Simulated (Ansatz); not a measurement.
Be

```cif
data_structure
_symmetry_space_group_name_H-M 'P 1'
_symmetry_Int_Tables_number 1
_cell_length_a 2.1354
_cell_length_b 2.1361
_cell_length_c 3.3635
_cell_angle_alpha 89.993
_cell_angle_beta 90.014
_cell_angle_gamma 119.989
_cell_volume 13.29
loop_
_atom_site_label
_atom_site_type_symbol
_atom_site_fract_x
_atom_site_fract_y
_atom_site_fract_z
_atom_site_occupancy
Be1 Be 0.33321 0.66679 0.75000 1
Be2 Be 0.66642 0.33321 0.25000 1
```

Space group P6₃/mmc; set up as Be, beta-Sn type; a generated structure, not necessarily the stable one; changed on purpose from its base cell (volume × 0.88); computed pressure about 21 GPa in this cell.

Theory: DFT, LDA (PW92), plane waves (420 eV) with PAW, scalar-relativistic (Ansatz 0.2.0).

Question: What can the converged valence pseudo-density and electron localisation function tell about the bonding?

Answer: Be–Be (2.09 Å): ρ is about 0.33 e/Å³ halfway; the ELF peaks at about 0.65 between the atoms.
The ELF has a maximum of about 0.80 in the space between the atoms, on no atom or two-centre bond.

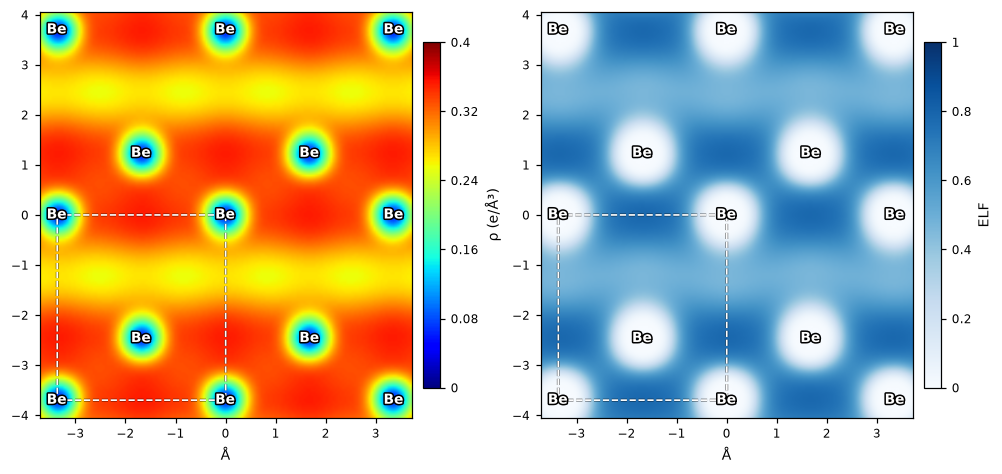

Computed valence pseudo-density and electron localisation function on the (110) plane of the conventional cell, in this order. 
